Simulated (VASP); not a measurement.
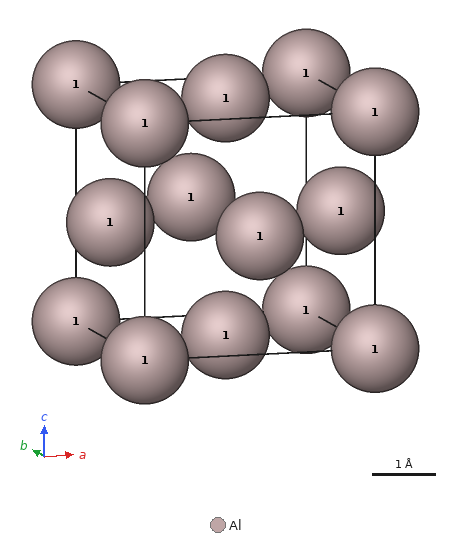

The structure as given in the input (spheres-only view of the cell 4 times as large as that of the calculation, set on its symmetry axes, seen slightly off an axis; atoms are numbered from 1 in the order of the input). An atom can appear more than once, as a periodic image.

Single-point calculation, with input and output: Al

The run: single-point calculation of Al (1 atom in the cell). Method and program: Kohn-Sham DFT of a periodic cell, PBE with D3(BJ), VASP PAW PBE potentials, recommended, no spin polarisation (VASP 6.6.1).

The structure derives from an entry of the Crystallography Open Database.

OSZICAR:
```
N       E                     dE             d eps       ncg     rms          rms(c)
DAV:   1    -0.999096235749E+00   -0.99910E+00   -0.87329E+02  2050   0.331E+02
DAV:   2    -0.366331289570E+01   -0.26642E+01   -0.24639E+01  2515   0.345E+01
DAV:   3    -0.368521905311E+01   -0.21906E-01   -0.21796E-01  2570   0.377E+00
DAV:   4    -0.368528947388E+01   -0.70421E-04   -0.70419E-04  2505   0.204E-01
DAV:   5    -0.368528992420E+01   -0.45032E-06   -0.44995E-06  2620   0.136E-02    0.158E+00
DAV:   6    -0.367019106711E+01    0.15099E-01   -0.10170E-03  2260   0.247E-01    0.918E-01
DAV:   7    -0.365926943502E+01    0.10922E-01   -0.32265E-03  2200   0.407E-01    0.177E-01
DAV:   8    -0.365926655059E+01    0.28844E-05   -0.20931E-05  2600   0.514E-02    0.371E-02
DAV:   9    -0.365926467285E+01    0.18777E-05   -0.81746E-07  2345   0.741E-03    0.100E-03
DAV:  10    -0.365926457689E+01    0.95955E-07   -0.56475E-09  2035   0.942E-04
   1 F= -.40479645E+01 E0= -.40468234E+01  d E =-.228207E-02
```

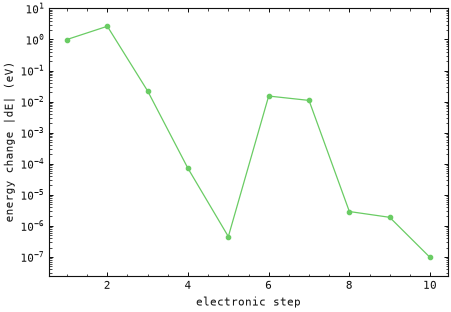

Convergence of the self-consistent field: energy change |dE| against the electronic step. It takes 10 electronic steps. The density is held fixed in the first few steps, and dE rises again when its update begins.

Parts of OUTCAR:
```
PREC = Accurate
   ENCUT = 520
   EDIFF = 1E-7
   ISMEAR = 0
   LREAL = F
   LASPH = T
   NELM = 60
   ISIF = 2
   GGA = PE
   IVDW = 12
 IVDW          = 12
 VDW_S6        =  1.00000000  s6, scaling of the dipole-dipole dispersion
 VDW_S8        =  0.78750002  s8, scaling of the dipole-quadrupole dispersion
 VDW_A1        =  0.42890000  a1, scaling of the critical radii
 VDW_A2        =  4.44070005  a2, offset of the critical radii
 VDW_RADIUS    = 50.20216178  two-body interaction cutoff (in Angstroms)
 VDW_CNRADIUS  = 21.16708996  CN, coordination number cutoff (in Angstroms)

 ion  position               nearest neighbor table
   1  0.000  0.000  0.000-

  LATTYP: Found a face centered cubic cell.
 ALAT       =     3.8583268536

  Lattice vectors:

 A1 = (   0.0000000000,   1.9291634268,   1.9291634268)
 A2 = (   1.9291634268,   0.0000000000,   1.9291634268)
 A3 = (   1.9291634268,   1.9291634268,   0.0000000000)

Analysis of symmetry for initial positions (statically):
=====================================================================
 Subroutine PRICEL returns:
 Original cell was already a primitive cell.

 Routine SETGRP: Setting up the symmetry group for a
 face centered cubic supercell.

 Subroutine GETGRP returns: Found 48 space group operations
 (whereof 48 operations were pure point group operations)
 out of a pool of 48 trial point group operations.

The static configuration has the point symmetry O_h .

Analysis of symmetry for dynamics (positions and initial velocities):
=====================================================================
 Subroutine PRICEL returns:
 Original cell was already a primitive cell.

 Routine SETGRP: Setting up the symmetry group for a
 face centered cubic supercell.

 Subroutine GETGRP returns: Found 48 space group operations
 (whereof 48 operations were pure point group operations)
 out of a pool of 48 trial point group operations.

The dynamic configuration has the point symmetry O_h .

 Subroutine INISYM returns: Found 48 space group operations
 (whereof 48 operations are pure point group operations),
 and found     1 'primitive' translations

----------------------------------------------------------------------------------------

                                     Primitive cell

  volume of cell :      14.3594

  direct lattice vectors                    reciprocal lattice vectors
     0.000000000  1.929163427  1.929163427    -0.259179701  0.259179701  0.259179701
     1.929163427  0.000000000  1.929163427     0.259179701 -0.259179701  0.259179701
     1.929163427  1.929163427  0.000000000     0.259179701  0.259179701 -0.259179701

  length of vectors
     2.728249082  2.728249082  2.728249082     0.448912410  0.448912410  0.448912410

  position of ions in fractional coordinates (direct lattice)
     0.000000000  0.000000000  0.000000000

  ion indices of the primitive-cell ions
   primitive index   ion index
                 1           1

----------------------------------------------------------------------------------------

 KPOINTS: Automatic mesh

Automatic generation of k-mesh.
 Grid dimensions read from file:
 generate k-points for:   18   18   18

 Generating k-lattice:

  Cartesian coordinates                     Fractional coordinates (reciprocal lattice)
    -0.014398872  0.014398872  0.014398872     0.055555556  0.000000000  0.000000000
     0.014398872 -0.014398872  0.014398872     0.000000000  0.055555556  0.000000000
     0.014398872  0.014398872 -0.014398872     0.000000000  0.000000000  0.055555556

  Length of vectors
     0.024939578  0.024939578  0.024939578

  Shift w.r.t. Gamma in fractional coordinates (k-lattice)
     0.000000000  0.000000000  0.000000000

 Subroutine IBZKPT returns following result:
 ===========================================

 Found    195 irreducible k-points:

 Following reciprocal coordinates:
            Coordinates               Weight
  0.000000  0.000000  0.000000      1.000000
  0.055556  0.000000  0.000000      8.000000
  0.111111  0.000000  0.000000      8.000000
  0.166667  0.000000  0.000000      8.000000
  0.222222  0.000000  0.000000      8.000000
  0.277778  0.000000  0.000000      8.000000
  0.333333  0.000000  0.000000      8.000000
  0.388889  0.000000  0.000000      8.000000
  0.444444  0.000000  0.000000      8.000000
  0.500000  0.000000  0.000000      4.000000
  0.055556  0.055556  0.000000      6.000000
  0.111111  0.055556  0.000000     24.000000
  0.166667  0.055556  0.000000     24.000000
  0.222222  0.055556  0.000000     24.000000
  0.277778  0.055556  0.000000     24.000000
  0.333333  0.055556  0.000000     24.000000
  0.388889  0.055556  0.000000     24.000000
  0.444444  0.055556  0.000000     24.000000
  0.500000  0.055556  0.000000     24.000000
 -0.444444  0.055556  0.000000     24.000000
 -0.388889  0.055556  0.000000     24.000000
 -0.333333  0.055556  0.000000     24.000000
 -0.277778  0.055556  0.000000     24.000000
 -0.222222  0.055556  0.000000     24.000000
 [... further k-points ...]
   k-points           NKPTS =    195   k-points in BZ     NKDIM =    195   number of bands    NBANDS=      5
   number of dos      NEDOS =    301   number of ions     NIONS =      1
   total plane-waves  NPLWV =   8000
   dimension x,y,z NGX =    20 NGY =   20 NGZ =   20
   dimension x,y,z NGXF=    40 NGYF=   40 NGZF=   40
   ions per type =               1
   NGX,Y,Z   is equivalent  to a cutoff of  12.19, 12.19, 12.19 a.u.
   NGXF,Y,Z  is equivalent  to a cutoff of  24.37, 24.37, 24.37 a.u.
 SYSTEM =  unknown system
   PREC   = accura    normal or accurate (medium, high low for compatibility)
   ISTART =      0    job   : 0-new  1-cont  2-samecut
   ICHARG =      2    charge: 1-file 2-atom 10-const
   ISPIN  =      1    spin polarized calculation?
   LNONCOLLINEAR =      F non collinear calculations
   LSORBIT =      F    spin-orbit coupling
   LASPH  =      T    aspherical Exc in radial PAW
   ENCUT  =  520.0 eV  38.22 Ry    6.18 a.u.   5.07  5.07  5.07*2*pi/ulx,y,z
   NELM   =     60;   NELMIN=  2; NELMDL= -5     # of ELM steps
   EDIFF  = 0.1E-06   stopping-criterion for ELM
   LREAL  =      F    real-space projection
   EDIFFG = 0.1E-05   stopping-criterion for IOM
   NSW    =      0    number of steps for IOM
   IBRION =     -1    ionic relax: 0-MD 1-quasi-New 2-CG
   NFREE  =      0    steps in history (QN), initial steepest desc. (CG)
   ISIF   =      2    stress and relaxation
   ISYM   =      2    0-nonsym 1-usesym 2-fastsym
   POTIM  = 0.5000    time-step for ionic-motion
   TEBEG  =    0.0;   TEEND  =   0.0 temperature during run
   PSTRESS=    0.0 pullay stress
   NELECT =       3.0000    total number of electrons
   NUPDOWN=      -1.0000    fix difference up-down
   EMIN   =  10.00;   EMAX   =-10.00  energy-range for DOS
   EFERMI =   0.00;   METHOD = LEGACY
   ISMEAR =     0;   SIGMA  =   0.10  broadening in eV -4-tet -1-fermi 0-gaus
   EFERMI_NEDOS =   21; number of points for ismear=-14 and -15
   IALGO  =     38    algorithm
   IMIX   =      4    mixing-type and parameters
     AMIX     =   0.40;   BMIX     =  1.00
     AMIX_MAG =   1.60;   BMIX_MAG =  1.00
  volume/ion in A,a.u.               =      14.36        96.90
  Fermi-wavevector in a.u.,A,eV,Ry     =   0.971411  1.835700 12.838985  0.943639
  Thomas-Fermi vector in A             =   2.101626
   LORBIT       =      0    0 simple, 1 ext, 2 COOP (PROOUT), +10 PAW based schemes
   GGA     = PE    functional components
   LHFCALC =     F    Hartree Fock is set to
   AEXX    =    0.0000 exact exchange contribution
   IVDW    =    12    specifies the selected vdW correction
   LEPSILON=     F    determine dielectric tensor
   LRPA    =     F    only Hartree local field effects (RPA)
 non-spin polarized calculation
 Gauss-broadening in eV      SIGMA  =   0.10
  energy-cutoff  :      520.00
  volume of cell :       14.36
 maximum number of plane-waves:       397
   NGX = 11   NGY = 11   NGZ = 11

 number of electron       3.0000000 magnetization

 Free energy of the ion-electron system (eV)
  ---------------------------------------------------
  ext. energy  EPLUGINS =         0.00000000
  ---------------------------------------------------
  free energy    TOTEN  =        -3.65926458 eV

  energy without entropy =       -3.65698251  energy(sigma->0) =       -3.65812354

 E-fermi :   9.5280     XC(G=0): -10.7100     alpha+bet :-17.0940

 val. band max:        9.5025320521   @ k =   0.5000   0.4444   0.0556
 cond. band min:       9.5642557152   @ k =  -0.3333   0.4444   0.1111
 fundamental gap:      0.0617236631
 Fermi energy:         9.5279722588

 k-point     1 :       0.0000    0.0000    0.0000
  band No.  band energies     occupation
      1      -2.6008      2.00000
      2      22.9482      0.00000
      3      22.9482      0.00000
      4      22.9482      0.00000
      5      25.5582      0.00000

 k-point     2 :       0.0556    0.0000    0.0000
  band No.  band energies     occupation
      1      -2.5088      2.00000
      2      21.4811      0.00000
      3      22.7342      0.00000
      4      22.7342      0.00000
      5      25.9016      0.00000

 k-point     3 :       0.1111    0.0000    0.0000
  band No.  band energies     occupation
      1      -2.2333      2.00000
      2      19.1210      0.00000
      3      22.3056      0.00000
      4      22.3056      0.00000
      5      25.7993      0.00000

 k-point     4 :       0.1667    0.0000    0.0000
  band No.  band energies     occupation
      1      -1.7755      2.00000
      2      16.7134      0.00000
      3      21.8898      0.00000
      4      21.8898      0.00000
      5      25.5482      0.00000

 k-point     5 :       0.2222    0.0000    0.0000
  band No.  band energies     occupation
      1      -1.1375      2.00000
      2      14.3808      0.00000
      3      21.5690      0.00000
      4      21.5690      0.00000
      5      25.3122      0.00000

 k-point     6 :       0.2778    0.0000    0.0000
  band No.  band energies     occupation
      1      -0.3220      2.00000
      2      12.1612      0.00000
      3      21.3706      0.00000
      4      21.3706      0.00000
      5      25.1650      0.00000

 k-point     7 :       0.3333    0.0000    0.0000
  band No.  band energies     occupation
      1       0.6671      2.00000
      2      10.0725      0.00000
      3      21.3032      0.00000
      4      21.3032      0.00000
      5      24.2084      0.00000

 k-point     8 :       0.3889    0.0000    0.0000
  band No.  band energies     occupation
      1       1.8251      2.00000
      2       8.1264      2.00000
      3      21.3645      0.00000
      4      21.3645      0.00000
      5      23.4024      0.00000

 k-point     9 :       0.4444    0.0000    0.0000
  band No.  band energies     occupation
      1       3.1411      2.00000
      2       6.3367      2.00000
      3      21.5279      0.00000
      4      21.5279      0.00000
      5      22.7898      0.00000

 k-point    10 :       0.5000    0.0000    0.0000
  band No.  band energies     occupation
      1       4.3681      2.00000
      2       4.9516      2.00000
      3      21.6534      0.00000
      4      21.6534      0.00000
      5      22.5142      0.00000

 k-point    11 :       0.0556    0.0556    0.0000
  band No.  band energies     occupation
      1      -2.4782      2.00000
      2      22.0816      0.00000
      3      22.0816      0.00000
      4      22.0922      0.00000
      5      25.2511      0.00000

 k-point    12 :       0.1111    0.0556    0.0000
  band No.  band energies     occupation
      1      -2.2639      2.00000
      2      19.9257      0.00000
      3      21.4543      0.00000
      4      22.3051      0.00000
      5      25.3645      0.00000

 k-point    13 :       0.1667    0.0556    0.0000
  band No.  band energies     occupation
      1      -1.8669      2.00000
      2      17.5494      0.00000
      3      20.9295      0.00000
      4      22.1426      0.00000
      5      26.1607      0.00000

 k-point    14 :       0.2222    0.0556    0.0000
  band No.  band energies     occupation
      1      -1.2891      2.00000
      2      15.2029      0.00000
      3      20.5332      0.00000
      4      21.8710      0.00000
      5      24.9987      0.00000

 k-point    15 :       0.2778    0.0556    0.0000
  band No.  band energies     occupation
      1      -0.5329      2.00000
      2      12.9518      0.00000
      3      20.2755      0.00000
      4      21.6403      0.00000
      5      23.8447      0.00000

 k-point    16 :       0.3333    0.0556    0.0000
  band No.  band energies     occupation
      1       0.3982      2.00000
      2      10.8230      0.00000
      3      20.1612      0.00000
      4      21.4761      0.00000
      5      22.8771      0.00000

 k-point    17 :       0.3889    0.0556    0.0000
  band No.  band energies     occupation
      1       1.4998      2.00000
      2       8.8314      2.00000
      3      20.1927      0.00000
      4      21.2631      0.00000
      5      22.2430      0.00000

 k-point    18 :       0.4444    0.0556    0.0000
  band No.  band energies     occupation
      1       2.7643      2.00000
      2       6.9894      2.00000
      3      20.3713      0.00000
      4      20.8072      0.00000
      5      22.1506      0.00000

 k-point    19 :       0.5000    0.0556    0.0000
  band No.  band energies     occupation
      1       4.1451      2.00000
      2       5.3457      2.00000
      3      20.2994      0.00000
      4      20.6971      0.00000
      5      22.4148      0.00000

 k-point    20 :      -0.4444    0.0556    0.0000
  band No.  band energies     occupation
      1       3.6846      2.00000
      2       5.8587      2.00000
      3      19.8926      0.00000
      4      21.1668      0.00000
      5      22.8840      0.00000

 k-point    21 :      -0.3889    0.0556    0.0000
  band No.  band energies     occupation
      1       2.3255      2.00000
      2       7.5854      2.00000
      3      19.6228      0.00000
      4      21.7622      0.00000
      5      22.9584      0.00000

 k-point    22 :      -0.3333    0.0556    0.0000
  band No.  band energies     occupation
      1       1.1140      2.00000
      2       9.4784      1.51651
      3      19.5000      0.00000
      4      22.3483      0.00000
      5      23.0158      0.00000

 k-point    23 :      -0.2778    0.0556    0.0000
  band No.  band energies     occupation
      1       0.0686      2.00000
      2      11.5159      0.00000
      3      19.5269      0.00000
      4      22.5840      0.00000
      5      23.7127      0.00000

 k-point    24 :      -0.2222    0.0556    0.0000
  band No.  band energies     occupation
      1      -0.8046      2.00000
      2      13.6847      0.00000
      3      19.7041      0.00000
      4      22.7471      0.00000
      5      24.7538      0.00000

 [... further k-points ...]

------------------------ aborting loop because EDIFF is reached ----------------------------------------

 Edisp (eV)   -0.38870

 E8    (eV) :    -0.1742

  FORCE on cell =-STRESS in cart. coord.  units (eV):
  Direction    XX          YY          ZZ          XY          YZ          ZX
  --------------------------------------------------------------------------------------
  -------------------------------------------------------------------------------------
  Total       0.90229     0.90229     0.90229     0.00000     0.00000     0.00000
  in kB     100.67404   100.67404   100.67404     0.00000     0.00000     0.00000
  external pressure =      100.67 kB  Pullay stress =        0.00 kB

 VOLUME and BASIS-vectors are now :
 -----------------------------------------------------------------------------
  energy-cutoff  :      520.00
  volume of cell :       14.36
      direct lattice vectors                 reciprocal lattice vectors
     0.000000000  1.929163427  1.929163427    -0.259179701  0.259179701  0.259179701
     1.929163427  0.000000000  1.929163427     0.259179701 -0.259179701  0.259179701
     1.929163427  1.929163427  0.000000000     0.259179701  0.259179701 -0.259179701

 POSITION                                       TOTAL-FORCE (eV/Angst)
 -----------------------------------------------------------------------------------
      0.00000      0.00000      0.00000         0.000000      0.000000      0.000000
 -----------------------------------------------------------------------------------
    total drift:                                0.000000     -0.000000     -0.000000

  FREE ENERGIE OF THE ION-ELECTRON SYSTEM (eV)
  ---------------------------------------------------
  free  energy   TOTEN  =        -4.0479644524 eV

  energy  without entropy=       -4.0456823851  energy(sigma->0) =       -4.04682342
```

CONTCAR:
```
Al
   1.00000000000000
     0.0000000000000000    1.9291634268000000    1.9291634268000000
     1.9291634268000000    0.0000000000000000    1.9291634268000000
     1.9291634268000000    1.9291634268000000    0.0000000000000000
  Al
     1
Direct
     0.0000000000000000    0.0000000000000000    0.0000000000000000

  0.00000000E+00  0.00000000E+00  0.00000000E+00
```

The run was set up as follows.

INCAR:
```
PREC = Accurate
ENCUT = 520
EDIFF = 1E-7
ISMEAR = 0
SIGMA = 0.1
LREAL = F
LASPH = T
NELM = 60
ALGO = Normal
ISIF = 2
LWAVE = F
LCHARG = F
GGA = PE
IVDW = 12
```

KPOINTS:
```
Automatic mesh
0
Gamma
  18 18 18
```

POSCAR:
```
Al                                      
1.0
    0.0000000000      1.9291634268      1.9291634268
    1.9291634268      0.0000000000      1.9291634268
    1.9291634268      1.9291634268      0.0000000000
  Al            
     1
Direct
     0.0000000000000000    0.0000000000000000    0.0000000000000000
```

Launched with:
```bash
cat potpaw_PBE.64/Al/POTCAR > POTCAR
mpirun -np 1 vasp_std > vasp.out
```

Results in brief:

- outcome: converged
- space group (tolerance 0.01 Å): Fm-3m (225)
- electrons treated: 3
- free energy: −4.0480 eV
- dispersion energy: −0.3887 eV
- gap on the k-point mesh: none (metallic)
- pressure: 10.07 GPa
- largest force (length of the vector): under 0.001 eV/Å
- hardware: 1 thread of AMD EPYC (Zen 3), 1656 GiB of memory available, shared host
- wall time: 7.6 s
- peak memory: 0.1 GiB

Notes:

The cell is under a pressure of 10.1 GPa at this level, so it is not at its equilibrium volume.
